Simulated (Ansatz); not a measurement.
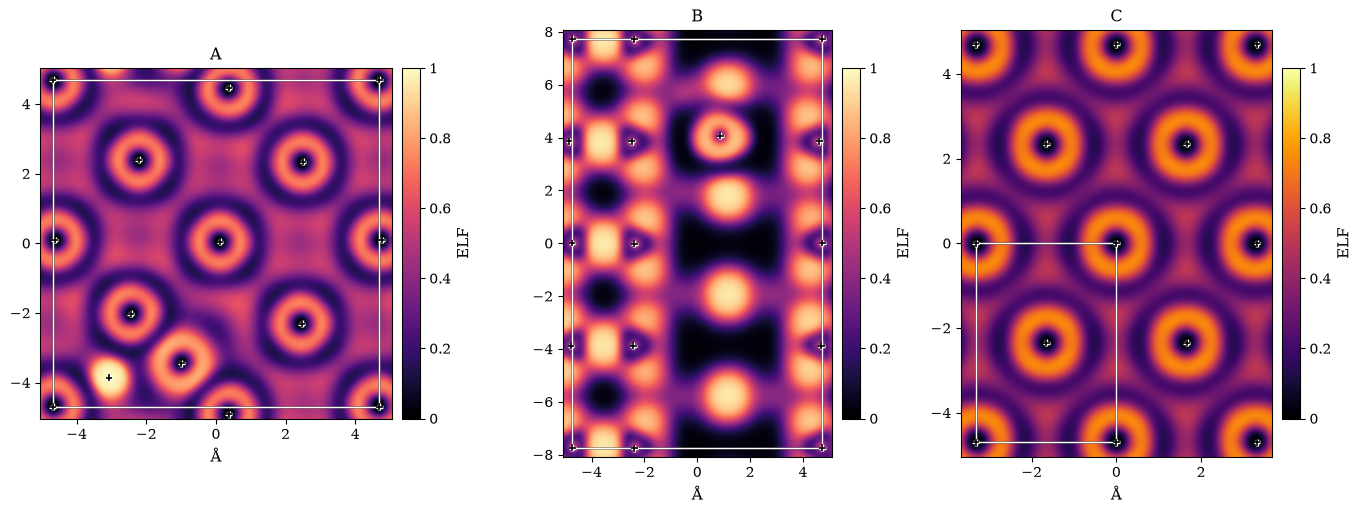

The ELF of 3 systems, each on a plane through atoms (crosses mark nuclei in the plane).

Theory: DFT PBE, scalar-relativistic, plane waves, PAW in Ansatz.

System 1: Si32O (cell with a defect), the (011) plane of the calculation cell. 

```yaml
crystal:
  lattice:
    - [-5.46968, 5.46968, -5.46968]
    - [5.46968, 5.46968, 5.46968]
    - [5.46968, -5.46968, -5.46968]
  atoms:
    - { symbol: Si, position: [0.24291, 0.74804, 0.74533] }
    - { symbol: Si, position: [0.00682, 0.00537, 0.78749] }
    - { symbol: Si, position: [0.49765, 0.74453, 0.49767] }
    - { symbol: Si, position: [0.74907, 0.24768, 0.74938] }
    - { symbol: Si, position: [0.24935, 0.99931, 0.51128] }
    - { symbol: Si, position: [0.49804, 0.49835, 0.74600] }
    - { symbol: Si, position: [0.99996, 0.24684, 0.50229] }
    - { symbol: Si, position: [0.75201, 0.75233, 0.25395] }
    - { symbol: Si, position: [0.49756, 0.00268, 0.25461] }
    - { symbol: Si, position: [0.73803, 0.48801, 0.48867] }
    - { symbol: Si, position: [0.99916, 0.75342, 0.99998] }
    - { symbol: Si, position: [0.21932, 0.21787, 0.21246] }
    - { symbol: Si, position: [0.99967, 0.49829, 0.25057] }
    - { symbol: Si, position: [0.73782, 0.99878, 0.99998] }
    - { symbol: Si, position: [0.50164, 0.25396, 0.99998] }
    - { symbol: Si, position: [0.25133, 0.52373, 0.99997] }
    - { symbol: Si, position: [0.24927, 0.50222, 0.74492] }
    - { symbol: Si, position: [0.98619, 0.73163, 0.73668] }
    - { symbol: Si, position: [0.48765, 0.48661, 0.48611] }
    - { symbol: Si, position: [0.74508, 0.99740, 0.75167] }
    - { symbol: Si, position: [0.24971, 0.74741, 0.49950] }
    - { symbol: Si, position: [0.50163, 0.25140, 0.75070] }
    - { symbol: Si, position: [0.00152, 0.00049, 0.51384] }
    - { symbol: Si, position: [0.75091, 0.50067, 0.24926] }
    - { symbol: Si, position: [0.50432, 0.75727, 0.25503] }
    - { symbol: Si, position: [0.75019, 0.24789, 0.50045] }
    - { symbol: Si, position: [0.99486, 0.50011, 0.99997] }
    - { symbol: Si, position: [0.24951, 0.99494, 0.26328] }
    - { symbol: Si, position: [0.99339, 0.24571, 0.24828] }
    - { symbol: Si, position: [0.74861, 0.75198, 0.99998] }
    - { symbol: Si, position: [0.48787, 0.99871, 0.99997] }
    - { symbol: Si, position: [0.26694, 0.28612, 0.99998] }
    - { symbol: O, position: [0.10250, 0.02706, 0.99998] }
```

System 2: Ta32HN (cell with a defect), the (110) plane of the calculation cell. 

System 3: Ta, the (101̄) plane of the conventional cell. Space group Im-3m; computed without spin polarisation.

```
Ta
1.0
     3.31879    0.00000    0.00000
     0.00000    3.31879    0.00000
     0.00000    0.00000    3.31879
Ta
2
Direct
  0.00000 0.00000 0.00000
  0.50000 0.50000 0.50000
```

Question: Which map belongs to which system?

Answer: Panel A is system 2, Ta32HN: the plane holds Ta, N and H. Ta–H (1.82 Å): the ELF climbs to about 1 towards the hydrogen. Panel B is system 1, Si32O: the plane holds Si and O. Si–Si (2.36 Å): the ELF peaks at about 0.95 between the atoms (localised, covalent bonding). Panel C is system 3, Ta: the plane holds Ta. Ta–Ta (2.87 Å): the ELF is about 0.30 at the midpoint.
